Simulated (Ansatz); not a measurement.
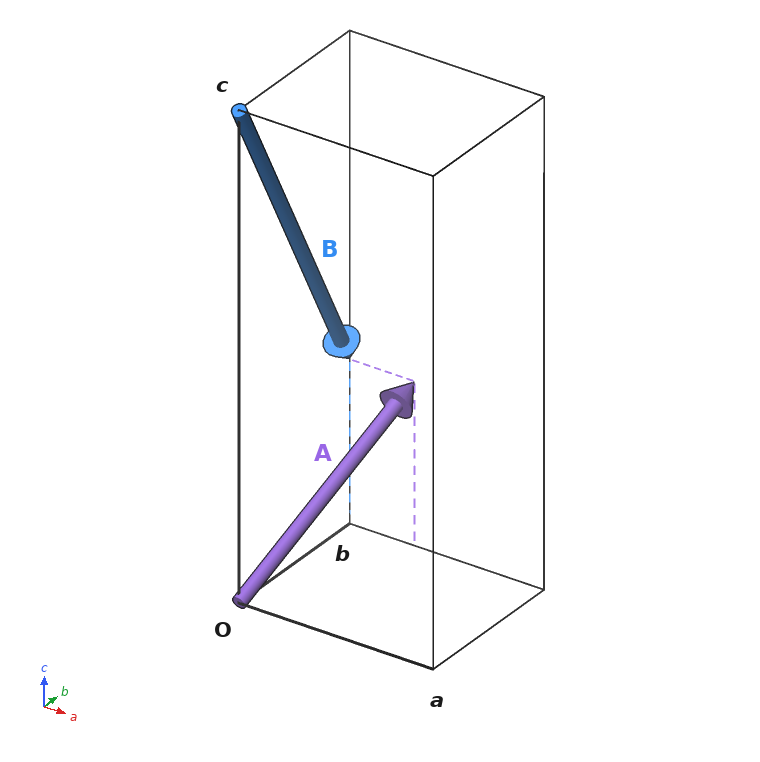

For Rb, the input geometry of an electronic-structure calculation (not necessarily at equilibrium): each arrow starts at a corner of the unit cell and ends on its surface; where a tip isn't a corner, dashed lines run from it parallel to the axes. Geometry calculated from the standardised cell; symmetry tolerance 0.002 Å.

a = 5.088 Å, b = 5.088 Å, c = 8.442 Å, α = 90.00°, β = 90.00°, γ = 120.00°.

### Which lattice directions are drawn?

Arrow A runs from (0, 0, 0) to (1/3, 1, 1/3), so [1 3 1], in four indices [−1 5 −4 3]; Arrow B runs from (0, 0, 1) to (0, 1, 1/3), so [0 3 −2], in four indices [−1 2 −1 −2].

### How long is the vector ua + vb + wc in each case, and what angles do the directions make?

A 15.890 Å; B 22.761 Å. A–B: 81.8°.
